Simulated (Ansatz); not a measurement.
BP

```yaml
crystal:
  lattice:
    - [2.31368, 0.00000, -2.31368]
    - [-2.31368, 2.31368, 0.00000]
    - [4.52174, 4.52174, 4.52174]
  atoms:
    - { symbol: B, position: [0.66667, 0.33333, 0.33280] }
    - { symbol: B, position: [0.33333, 0.66667, 0.66613] }
    - { symbol: B, position: [0.00000, 0.00000, 0.99946] }
    - { symbol: P, position: [0.00000, 0.00000, 0.25054] }
    - { symbol: P, position: [0.66667, 0.33333, 0.58387] }
    - { symbol: P, position: [0.33333, 0.66667, 0.91720] }
```

Space group R3m; started from the zincblende prototype, which need not be the ambient phase; changed on purpose from its base cell (epitaxial 111 strain +2.0%); computed pressure about −6 GPa in this cell.

All numbers below come from DFT, r2SCAN, plane waves, PAW in Ansatz.

What will maps of the valence pseudo-density and electron localisation function show?

Answer. B–P (1.97 Å): ρ is about 0.91 e/Å³ halfway; the ELF peaks at about 0.95 between the atoms: localised, covalent bonding.

Does the calculation make it a metal, or give it a gap?

Answer. It is gapped, with a Kohn–Sham gap of 1.3 eV on the k-point mesh (the band edges may lie off the mesh, which would make the gap smaller).

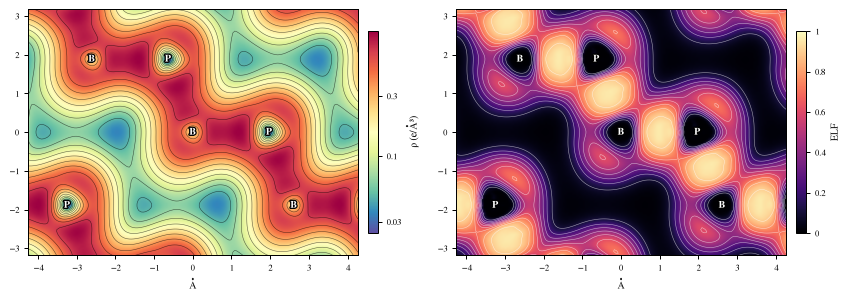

Computed valence pseudo-density and electron localisation function on the (110) plane of the conventional cell, in this order. 

In a PAW calculation such maps are meaningful between the atoms, not at the nuclei.
